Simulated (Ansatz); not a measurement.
**Single-point calculation of NbN (part 2 of 3)**

The same run, continued: NbN (Fm-3m, 4 atoms in the cell); DFT PBEsol+U, non-collinear, scalar-relativistic, plane waves, PAW, Ueff = 8 eV on Nb atom 1 d; Ueff = 8 eV on Nb atom 3 d (Ansatz 0.2.0); cutoff 420 eV, 7×7×7 k-mesh, Gaussian smearing of 0.05 eV, non-collinear spins. The structure derives from an entry of the Crystallography Open Database. It belongs to a series of runs on one base structure; here: canted directions held.

Geometry of the input (Å; fractional positions):
```
0.0000  2.1945  2.1945
4.3890  2.1945  2.1945
4.3890  4.3890  0.0000
Nb 0.5000  0.5000  -0.0000
N  0.0000  0.0000  0.0000
Nb 0.5000  0.5000  0.5000
N  0.0000  -0.0000  0.5000
```

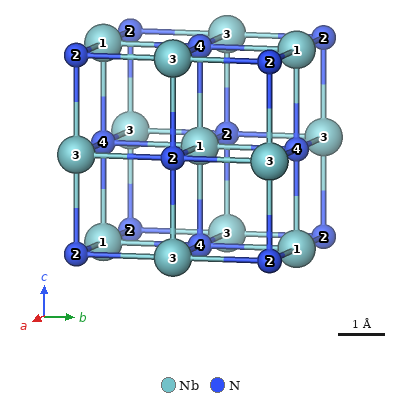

Fig. 1: The input geometry (ball-and-stick view of the cell 2 times as large as that of the calculation, set on its symmetry axes, seen slightly off an axis; atoms are numbered from 1 in the order of the input).

Output, continued:
```
SCF iter   1: F=-9725.098650 eV  HF=-9736.743286 eV  |F-HF|=1.16e1  |Δ(HF+E_count)|=         —  Δρ=1.71e-1  dr2=1.44e1  dr2_m=1.18e0  ethr=3.10e-3  |M|=8.27e-1 ∫|m|=3.27e0 μB  |m|>n=0.0e0 m-floor=0.0e0 τ_xc=3.5e-2 mc-row=0.0e0  β_m=0.30  ⟨swp⟩=6.1  Hψ=17899  notcnv=0  defer=6
preconditioner: auto → none  [insulator: Δε(μ)=0.097 eV  Ē_g=21.032 eV  σ=0.050 eV  W_gap=0.71  n_scr=14 (ndim 8)  ℏωp=32.3 eV  f_vac=0.000  D(μ)=0.27/eV (n_scr^D=0)  ε∞_Penn≈3.4]
SCF iter   2: F=-9733.157479 eV  HF=-9733.004888 eV  |F-HF|=1.53e-1  |Δ(HF+E_count)|=    3.74e0  Δρ=7.16e-2  dr2=6.67e-1  dr2_m=5.65e-1  ethr=3.10e-3  |M|=8.65e-1 ∫|m|=3.36e0 μB  |m|>n=0.0e0 m-floor=0.0e0 τ_xc=3.3e-2 mc-row=0.0e0  β_m=0.33  ⟨swp⟩=3.7  Hψ=10780  notcnv=0  defer=329
preconditioner: auto → Kerker (q_TF=auto, 2.656 Å⁻¹)  [metal: Δε(μ)=0.013 eV  Ē_g=10.802 eV  σ=0.050 eV  W_gap=0.14  n_scr=14 (ndim 8)  ℏωp=25.5 eV  f_vac=0.000  D(μ)=0.43/eV (n_scr^D=0)]
spin=Noncollinear: Kerker preconditioning applied to the charge; magnetization (m_x, m_y, m_z) channels mix plain (no charge-response kernel on spin).
SCF iter   3: F=-9733.227695 eV  HF=-9733.146645 eV  |F-HF|=8.11e-2  |Δ(HF+E_count)|=   1.42e-1  Δρ=4.65e-2  dr2=2.99e-1  dr2_m=2.38e-1  ethr=1.85e-3  |M|=8.61e-1 ∫|m|=3.38e0 μB  |m|>n=0.0e0 m-floor=0.0e0 τ_xc=3.2e-2 mc-row=0.0e0  β_m=0.67  ⟨swp⟩=2.4  Hψ=6717  notcnv=0  defer=325
SCF iter   4: F=-9733.275373 eV  HF=-9733.283027 eV  |F-HF|=7.65e-3  |Δ(HF+E_count)|=   1.36e-1  Δρ=5.56e-3  dr2=1.37e-2  dr2_m=9.19e-4  ethr=8.30e-4  |M|=8.75e-1 ∫|m|=3.43e0 μB  |m|>n=0.0e0 m-floor=0.0e0 τ_xc=3.5e-2 mc-row=0.0e0  β_m=0.83  ⟨swp⟩=2.9  Hψ=8138  notcnv=0  defer=326
SCF iter   5: F=-9733.281085 eV  HF=-9733.281095 eV  |F-HF|=9.88e-6  |Δ(HF+E_count)|=   1.93e-3  Δρ=8.19e-4  dr2=1.95e-4  dr2_m=1.63e-5  ethr=3.82e-5  |M|=8.72e-1 ∫|m|=3.44e0 μB  |m|>n=0.0e0 m-floor=0.0e0 τ_xc=3.5e-2 mc-row=0.0e0  β_m=0.92  ⟨swp⟩=2.1  Hψ=6649  notcnv=0  defer=327
SCF iter   6: F=-9733.281261 eV  HF=-9733.281263 eV  |F-HF|=1.97e-6  |Δ(HF+E_count)|=   1.68e-4  Δρ=1.93e-4  dr2=1.14e-5  dr2_m=1.13e-6  ethr=5.40e-7  |M|=8.73e-1 ∫|m|=3.44e0 μB  |m|>n=0.0e0 m-floor=0.0e0 τ_xc=3.5e-2 mc-row=0.0e0  β_m=0.96  ⟨swp⟩=2.0  Hψ=7496  notcnv=0  defer=327
SCF iter   7: F=-9733.281225 eV  HF=-9733.281225 eV  |F-HF|=1.43e-9  |Δ(HF+E_count)|=   3.81e-5  Δρ=3.78e-5  dr2=4.40e-7  dr2_m=8.60e-8  ethr=3.17e-8  |M|=8.72e-1 ∫|m|=3.44e0 μB  |m|>n=0.0e0 m-floor=0.0e0 τ_xc=3.5e-2 mc-row=0.0e0  β_m=0.97  ⟨swp⟩=2.4  Hψ=6333  notcnv=0  defer=327
SCF iter   8: F=-9733.281234 eV  HF=-9733.281234 eV  |F-HF|=2.02e-8  |Δ(HF+E_count)|=   8.92e-6  Δρ=1.16e-5  dr2=3.87e-8  dr2_m=3.05e-9  ethr=1.22e-9  |M|=8.72e-1 ∫|m|=3.44e0 μB  |m|>n=0.0e0 m-floor=0.0e0 τ_xc=3.5e-2 mc-row=0.0e0  β_m=0.97  ⟨swp⟩=2.0  Hψ=6126  notcnv=0  defer=327
SCF iter   9: F=-9733.281234 eV  HF=-9733.281234 eV  |F-HF|=8.53e-9  |Δ(HF+E_count)|=   9.63e-8  Δρ=5.61e-6  dr2=1.11e-8  dr2_m=3.34e-10  ethr=1.07e-10  |M|=8.72e-1 ∫|m|=3.44e0 μB  |m|>n=0.0e0 m-floor=0.0e0 τ_xc=3.5e-2 mc-row=0.0e0  β_m=0.97  ⟨swp⟩=14.2  Hψ=32538  notcnv=0
Mixer restart at iter 9: flushing history
SCF iter  10: F=-9735.443147 eV  HF=-9733.281445 eV  |F-HF|=2.16e0  |Δ(HF+E_count)|=         —  Δρ=4.14e-5  dr2=7.55e-7  dr2_m=1.97e-8  ethr=3.07e-11  |M|=8.72e-1 ∫|m|=3.44e0 μB  |m|>n=0.0e0 m-floor=0.0e0 τ_xc=3.5e-2 mc-row=0.0e0  β_m=0.97  ⟨swp⟩=3.0  Hψ=9609  notcnv=0
SCF iter  11: F=-9735.466178 eV  HF=-9735.933194 eV  |F-HF|=4.67e-1  |Δ(HF+E_count)|=    2.65e0  Δρ=3.90e-2  dr2=7.43e-1  dr2_m=4.27e-3  ethr=3.07e-11  |M|=7.66e-1 ∫|m|=3.40e0 μB  |m|>n=0.0e0 m-floor=0.0e0 τ_xc=2.9e-2 mc-row=0.0e0  β_m=0.12  ⟨swp⟩=8.2  Hψ=24736  notcnv=0  defer=55
SCF iter  12: F=-9735.593658 eV  HF=-9735.905038 eV  |F-HF|=3.11e-1  |Δ(HF+E_count)|=   2.82e-2  Δρ=3.21e-2  dr2=5.12e-1  dr2_m=3.74e-3  ethr=3.07e-11  |M|=7.58e-1 ∫|m|=3.40e0 μB  |m|>n=0.0e0 m-floor=0.0e0 τ_xc=2.9e-2 mc-row=0.0e0  β_m=0.15  ⟨swp⟩=6.8  Hψ=20283  notcnv=0  defer=296
SCF iter  13: F=-9735.741858 eV  HF=-9735.849377 eV  |F-HF|=1.08e-1  |Δ(HF+E_count)|=   5.57e-2  Δρ=2.24e-2  dr2=2.53e-1  dr2_m=2.60e-3  ethr=3.07e-11  |M|=7.46e-1 ∫|m|=3.40e0 μB  |m|>n=0.0e0 m-floor=0.0e0 τ_xc=3.0e-2 mc-row=0.0e0  β_m=0.48  ⟨swp⟩=7.0  Hψ=20015  notcnv=0  defer=299
SCF iter  14: F=-9735.880189 eV  HF=-9735.857343 eV  |F-HF|=2.28e-2  |Δ(HF+E_count)|=   7.97e-3  Δρ=3.64e-3  dr2=3.90e-3  dr2_m=5.31e-4  ethr=3.07e-11  |M|=6.99e-1 ∫|m|=3.43e0 μB  |m|>n=0.0e0 m-floor=0.0e0 τ_xc=3.1e-2 mc-row=0.0e0  β_m=0.82  ⟨swp⟩=7.9  Hψ=22719  notcnv=0  defer=286
SCF iter  15: F=-9735.895060 eV  HF=-9735.894423 eV  |F-HF|=6.37e-4  |Δ(HF+E_count)|=   3.71e-2  Δρ=8.06e-4  dr2=3.58e-5  dr2_m=8.22e-5  ethr=3.07e-11  |M|=6.54e-1 ∫|m|=3.45e0 μB  |m|>n=0.0e0 m-floor=0.0e0 τ_xc=3.3e-2 mc-row=0.0e0  β_m=0.91  ⟨swp⟩=6.7  Hψ=21487  notcnv=0  defer=286
SCF iter  16: F=-9735.896610 eV  HF=-9735.896314 eV  |F-HF|=2.96e-4  |Δ(HF+E_count)|=   1.89e-3  Δρ=6.15e-4  dr2=2.29e-5  dr2_m=4.57e-5  ethr=3.07e-11  |M|=6.46e-1 ∫|m|=3.46e0 μB  |m|>n=0.0e0 m-floor=0.0e0 τ_xc=3.5e-2 mc-row=0.0e0  β_m=0.95  ⟨swp⟩=5.8  Hψ=16423  notcnv=0  defer=286
SCF iter  17: F=-9735.898449 eV  HF=-9735.898386 eV  |F-HF|=6.34e-5  |Δ(HF+E_count)|=   2.07e-3  Δρ=3.96e-4  dr2=2.03e-5  dr2_m=2.51e-5  ethr=3.07e-11  |M|=6.26e-1 ∫|m|=3.48e0 μB  |m|>n=0.0e0 m-floor=0.0e0 τ_xc=3.8e-2 mc-row=0.0e0  β_m=0.93  ⟨swp⟩=6.0  Hψ=17672  notcnv=0  defer=286
SCF iter  18: F=-9735.898252 eV  HF=-9735.898249 eV  |F-HF|=3.10e-6  |Δ(HF+E_count)|=   1.37e-4  Δρ=1.14e-4  dr2=3.35e-7  dr2_m=1.49e-6  ethr=3.07e-11  |M|=6.31e-1 ∫|m|=3.47e0 μB  |m|>n=0.0e0 m-floor=0.0e0 τ_xc=3.8e-2 mc-row=0.0e0  β_m=0.97  ⟨swp⟩=5.0  Hψ=14043  notcnv=0  defer=286
SCF iter  19: F=-9735.898303 eV  HF=-9735.898302 eV  |F-HF|=1.17e-6  |Δ(HF+E_count)|=   5.32e-5  Δρ=4.61e-5  dr2=1.85e-7  dr2_m=3.50e-7  ethr=3.07e-11  |M|=6.29e-1 ∫|m|=3.47e0 μB  |m|>n=0.0e0 m-floor=0.0e0 τ_xc=3.8e-2 mc-row=0.0e0  β_m=0.98  ⟨swp⟩=4.1  Hψ=12744  notcnv=0  defer=286
SCF iter  20: F=-9735.898338 eV  HF=-9735.898338 eV  |F-HF|=1.32e-7  |Δ(HF+E_count)|=   3.59e-5  Δρ=1.41e-5  dr2=2.70e-9  dr2_m=2.85e-8  ethr=3.07e-11  |M|=6.28e-1 ∫|m|=3.47e0 μB  |m|>n=0.0e0 m-floor=0.0e0 τ_xc=3.8e-2 mc-row=0.0e0  β_m=0.99  ⟨swp⟩=12.4  Hψ=32463  notcnv=0
SCF iter  21: F=-9735.898354 eV  HF=-9735.898354 eV  |F-HF|=1.67e-8  |Δ(HF+E_count)|=   1.59e-5  Δρ=7.78e-6  dr2=6.04e-9  dr2_m=7.62e-9  ethr=7.49e-12  |M|=6.28e-1 ∫|m|=3.47e0 μB  |m|>n=0.0e0 m-floor=0.0e0 τ_xc=3.8e-2 mc-row=0.0e0  ⟨swp⟩=9.4  Hψ=27136  notcnv=0
Constraint outer step 1 at iter 21: max|Δm| = 6.36e-2 μB  λ_eff = 1.000 eV/μB²  [c0 t0: gradient δμ = -1.272e-1 eV/μB]
Mixer restart at iter 21: flushing history
SCF iter  22: F=-9735.904281 eV  HF=-9735.902001 eV  |F-HF|=2.28e-3  |Δ(HF+E_count)|=         —  Δρ=3.45e-3  dr2=5.62e-6  dr2_m=1.30e-3  ethr=7.49e-12  |M|=6.90e-1 ∫|m|=3.48e0 μB  |m|>n=0.0e0 m-floor=0.0e0 τ_xc=4.2e-2 mc-row=0.0e0  β_m=0.99  ⟨swp⟩=6.9  Hψ=20286  notcnv=0
SCF iter  23: F=-9735.890700 eV  HF=-9735.890308 eV  |F-HF|=3.93e-4  |Δ(HF+E_count)|=   1.17e-2  Δρ=8.96e-4  dr2=1.07e-6  dr2_m=8.60e-5  ethr=1.56e-8  |M|=7.14e-1 ∫|m|=3.48e0 μB  |m|>n=0.0e0 m-floor=0.0e0 τ_xc=4.4e-2 mc-row=0.0e0  β_m=0.68  ⟨swp⟩=3.9  Hψ=11237  notcnv=0  defer=71
SCF iter  24: F=-9735.889288 eV  HF=-9735.889082 eV  |F-HF|=2.06e-4  |Δ(HF+E_count)|=   1.23e-3  Δρ=6.78e-4  dr2=5.59e-7  dr2_m=4.89e-5  ethr=2.97e-9  |M|=7.30e-1 ∫|m|=3.48e0 μB  |m|>n=0.0e0 m-floor=0.0e0 τ_xc=4.4e-2 mc-row=0.0e0  ⟨swp⟩=4.3  Hψ=11867  notcnv=0  defer=69
Constraint outer step 2 at iter 24: max|Δm| = 3.06e-2 μB  λ_eff = 1.000 eV/μB²  [c0 t0: secant δμ = -1.177e-1 eV/μB]
Mixer restart at iter 24: flushing history
SCF iter  25: F=-9735.896635 eV  HF=-9735.893312 eV  |F-HF|=3.32e-3  |Δ(HF+E_count)|=         —  Δρ=3.79e-3  dr2=1.35e-5  dr2_m=1.57e-3  ethr=1.55e-9  |M|=7.88e-1 ∫|m|=3.49e0 μB  |m|>n=0.0e0 m-floor=0.0e0 τ_xc=4.8e-2 mc-row=0.0e0  β_m=1.00  ⟨swp⟩=5.0  Hψ=15071  notcnv=0  defer=101
SCF iter  26: F=-9735.879326 eV  HF=-9735.878557 eV  |F-HF|=7.69e-4  |Δ(HF+E_count)|=   1.48e-2  Δρ=1.24e-3  dr2=3.72e-6  dr2_m=1.64e-4  ethr=3.74e-8  |M|=8.23e-1 ∫|m|=3.50e0 μB  |m|>n=0.0e0 m-floor=0.0e0 τ_xc=5.0e-2 mc-row=0.0e0  β_m=0.43  ⟨swp⟩=3.3  Hψ=9988  notcnv=0  defer=258
SCF iter  27: F=-9735.877559 eV  HF=-9735.877063 eV  |F-HF|=4.96e-4  |Δ(HF+E_count)|=   1.49e-3  Δρ=1.01e-3  dr2=9.70e-7  dr2_m=1.10e-4  ethr=1.03e-8  |M|=8.39e-1 ∫|m|=3.50e0 μB  |m|>n=0.0e0 m-floor=0.0e0 τ_xc=5.0e-2 mc-row=0.0e0  β_m=0.38  ⟨swp⟩=3.0  Hψ=9081  notcnv=0  defer=280
SCF iter  28: F=-9735.873885 eV  HF=-9735.873696 eV  |F-HF|=1.89e-4  |Δ(HF+E_count)|=   3.37e-3  Δρ=5.67e-4  dr2=6.27e-6  dr2_m=3.46e-5  ethr=2.69e-9  |M|=8.57e-1 ∫|m|=3.50e0 μB  |m|>n=0.0e0 m-floor=0.0e0 τ_xc=5.1e-2 mc-row=0.0e0  β_m=0.88  ⟨swp⟩=4.0  Hψ=11834  notcnv=0  defer=274
SCF iter  29: F=-9735.869509 eV  HF=-9735.869506 eV  |F-HF|=2.88e-6  |Δ(HF+E_count)|=   4.19e-3  Δρ=1.37e-4  dr2=9.64e-7  dr2_m=2.15e-6  ethr=2.69e-9  |M|=8.99e-1 ∫|m|=3.51e0 μB  |m|>n=0.0e0 m-floor=0.0e0 τ_xc=5.2e-2 mc-row=0.0e0  β_m=0.94  ⟨swp⟩=4.5  Hψ=12880  notcnv=0  defer=274
SCF iter  30: F=-9735.869658 eV  HF=-9735.869657 eV  |F-HF|=4.42e-7  |Δ(HF+E_count)|=   1.51e-4  Δρ=3.38e-5  dr2=1.25e-8  dr2_m=1.43e-7  ethr=2.78e-10  |M|=9.00e-1 ∫|m|=3.51e0 μB  |m|>n=0.0e0 m-floor=0.0e0 τ_xc=5.1e-2 mc-row=0.0e0  ⟨swp⟩=12.1  Hψ=32567  notcnv=0
Constraint outer step 3 at iter 30: max|Δm| = 2.56e-2 μB  λ_eff = 1.000 eV/μB²  [c0 t0: secant δμ = +5.367e-2 eV/μB]
Mixer restart at iter 30: flushing history
SCF iter  31: F=-9735.870736 eV  HF=-9735.870318 eV  |F-HF|=4.17e-4  |Δ(HF+E_count)|=         —  Δρ=1.47e-3  dr2=2.54e-6  dr2_m=2.38e-4  ethr=3.48e-11  |M|=8.73e-1 ∫|m|=3.50e0 μB  |m|>n=0.0e0 m-floor=0.0e0 τ_xc=4.9e-2 mc-row=0.0e0  β_m=0.94  ⟨swp⟩=5.8  Hψ=17125  notcnv=0
SCF iter  32: F=-9735.874100 eV  HF=-9735.874018 eV  |F-HF|=8.14e-5  |Δ(HF+E_count)|=   3.70e-3  Δρ=4.24e-4  dr2=4.47e-7  dr2_m=1.96e-5  ethr=7.06e-9  |M|=8.64e-1 ∫|m|=3.50e0 μB  |m|>n=0.0e0 m-floor=0.0e0 τ_xc=4.9e-2 mc-row=0.0e0  β_m=0.97  ⟨swp⟩=3.1  Hψ=9310  notcnv=0
SCF iter  33: F=-9735.875361 eV  HF=-9735.875336 eV  |F-HF|=2.51e-5  |Δ(HF+E_count)|=   1.32e-3  Δρ=2.48e-4  dr2=6.92e-7  dr2_m=6.60e-6  ethr=1.24e-9  |M|=8.53e-1 ∫|m|=3.50e0 μB  |m|>n=0.0e0 m-floor=0.0e0 τ_xc=4.8e-2 mc-row=0.0e0  β_m=0.99  ⟨swp⟩=4.2  Hψ=11577  notcnv=0
SCF iter  34: F=-9735.876838 eV  HF=-9735.876838 eV  |F-HF|=1.54e-7  |Δ(HF+E_count)|=   1.50e-3  Δρ=7.23e-5  dr2=1.48e-6  dr2_m=5.70e-7  ethr=1.24e-9  |M|=8.43e-1 ∫|m|=3.50e0 μB  |m|>n=0.0e0 m-floor=0.0e0 τ_xc=4.8e-2 mc-row=0.0e0  β_m=0.99  ⟨swp⟩=4.5  Hψ=12429  notcnv=0
SCF iter  35: F=-9735.877061 eV  HF=-9735.877060 eV  |F-HF|=2.54e-7  |Δ(HF+E_count)|=   2.23e-4  Δρ=4.71e-5  dr2=1.89e-7  dr2_m=2.52e-7  ethr=1.24e-9  |M|=8.41e-1 ∫|m|=3.50e0 μB  |m|>n=0.0e0 m-floor=0.0e0 τ_xc=4.8e-2 mc-row=0.0e0  β_m=1.00  ⟨swp⟩=3.0  Hψ=8870  notcnv=0
iter 36 did not close the SCF: its close was put off for a magnetic moment that had not settled (scf_convergence_deferred on its scf_iter line)
SCF iter  36: F=-9735.877026 eV  HF=-9735.877026 eV  |F-HF|=4.49e-8  |Δ(HF+E_count)|=   3.46e-5  Δρ=1.14e-5  dr2=3.73e-9  dr2_m=1.57e-8  ethr=2.78e-10  |M|=8.40e-1 ∫|m|=3.50e0 μB  |m|>n=0.0e0 m-floor=0.0e0 τ_xc=4.8e-2 mc-row=0.0e0  β_m=1.00  ⟨swp⟩=10.6  Hψ=30725  notcnv=0
SCF iter  37: F=-9735.877025 eV  HF=-9735.877025 eV  |F-HF|=2.69e-9  |Δ(HF+E_count)|=   4.87e-7  Δρ=1.88e-6  dr2=4.65e-10  dr2_m=5.90e-10  ethr=1.04e-11  |M|=8.40e-1 ∫|m|=3.50e0 μB  |m|>n=0.0e0 m-floor=0.0e0 τ_xc=4.8e-2 mc-row=0.0e0  ⟨swp⟩=5.6  Hψ=25644  notcnv=0
SCF 1 converged in 37 iterations: F = -9735.877025 eV  dr2 = 4.65e-10
  greatest PAW one-centre occupation: 0.998 electrons in one spin orbital (limit 2), on the Nb atom at site 2 (counted from 0), in its partial waves of l = 0
SCF converged after 37 iterations
Stability not checked: this state was not tested for a lower state beside it, because a magnetisation constraint still acts at the end of the SCF (magnetization_constraint; see scf.lower_state_search)
Magnetization: |M| = 0.8402 μB,  M = (+0.8116, +0.0000, +0.2175) μB
Absolute magnetization: 3.5045 μB (∫|m|, with the PAW one-centre terms)
  site 0: m = (+0.0059, +0.0000, +0.9960) μB, |m| = 0.9961 μB  (R = 0.91 Å)
  site 1: m = (-0.0495, +0.0000, +0.0576) μB, |m| = 0.0760 μB  (R = 0.91 Å)
  site 2: m = (+0.5031, -0.0000, -0.8596) μB, |m| = 0.9961 μB  (R = 0.91 Å)
  site 3: m = (-0.0141, +0.0000, -0.0747) μB, |m| = 0.0760 μB  (R = 0.91 Å)
--- Magnetisation constraints (ε_frz = 1.0e-4 eV) ---
  site  kind           target                            achieved (μB)             |Δ|max (μB)  g (eV/μB)                   λ_eff  esc  ok   flags
  0     per_site_axis  ê (+0.000, +0.000, +1.000) ≥0.00  (+0.006, +0.000, +0.996)  5.89e-3      (-1.8e-1, +0.0e0, +0.0e0)   1.000  0    yes
  2     per_site_axis  ê (+0.500, +0.000, -0.866) ≥0.00  (+0.503, +0.000, -0.860)  5.10e-3      (-1.6e-1, +0.0e0, -9.0e-2)  1.000  0    yes
Free energy (F): -9735.877025 eV
Harris-Foulkes:  -9735.877025 eV  (|F-HF|=2.69e-9)
Internal energy: -9735.874709 eV  (E = F + TS)
E sigma→0 (E₀):  -9735.875867 eV
Entropy (-TS):   -0.002316 eV (-0.579 meV/atom)
Fermi energy:    19.737889 eV
--- Per-component energies (eV) ---
  E_band       = -13.692604
  E_kinetic    = 1069.590242
  E_local      = -1458.535874  (includes V_loc(G=0)·N_el)
  E_nonlocal   = 335.607717
  E_hartree    = 443.359333
  E_xc         = -473.581927
  E_vxc        = -584.377862  (∫ρ·V_xc dr)
  E_hubbard    = 12.080312  (on-site DFT+U / exact-exchange correction)
  E_vhub       = -5.512211  (the Hubbard potential's part of the band-sum identity)
  E_paw        = -6281.852663  (= ΣΔE_a)
  E_vpaw       = -257.181430  (= ΣTr[D̂ρ^β])
  E_aug_tail   = 0.000196  (compensation charges beyond the density's cutoff)
  E_constr_dc  = -0.002113  (∫m·b dr)
  E_ewald      = -3382.975656
  E_core_change = 0.433616  (= ΣΔE_core)
  E_smearing   = -0.002316  (= −TS)
  E_closure    = -0.000002  (closes the sum)
  E_penalty    = -0.002182  (constraint; not in F)
  Σ components = -9735.877025   (vs F -9735.877025, Δ=0.00e0)
--- Hubbard shell moments (per corrected site; Tr N, ν in electrons; μ in μ_B) ---
  shell 0: Tr N=3.7091  μ_S=(-0.0004, -0.0000, +1.7664)  μ_L=(+0.0000, +0.0000, -0.0000)  μ=(-0.0004, +0.0000, +1.7664)  ν=0.0341 along (-0.036, -0.000, +0.999)
  shell 1: Tr N=3.7091  μ_S=(+0.8828, -0.0000, -1.5300)  μ_L=(+0.0000, +0.0000, +0.0000)  μ=(+0.8828, +0.0000, -1.5300)  ν=0.0341 along (+0.468, +0.000, -0.884)
--- Specified on-site occupations, and those of the state reported ---
  electrons in the specified blocks: 4.2000 specified, 7.4182 found
  site 2 (l=d): largest change of an orbital's occupation 0.2934; electrons 2.1000 specified, 3.7091 found; spectral distance 0.6369
  site 0 (l=d): largest change of an orbital's occupation 0.2934; electrons 2.1000 specified, 3.7091 found; spectral distance 0.6369
--- Forces (eV/Å), atoms counted from 1 ---
  atom   1  Nb     0.00000000     0.00000000     0.00000000
  atom   2  N      0.00000000     0.00000000     0.00000000
  atom   3  Nb     0.00000000     0.00000000     0.00000000
  atom   4  N      0.00000000     0.00000000     0.00000000
  max |Σ_I F_I| component: 0.00e0 eV/Å
--- Stress (GPa, compression-positive) ---
       56.799465       0.000000      -0.000002
        0.000000      30.579765       0.000000
       -0.000002       0.000000      30.579765
  P = ⅓ Tr σ = 39.3197 GPa (393.197 kbar)
--- Band table (eV; the first three rows and the last of 100) ---
```
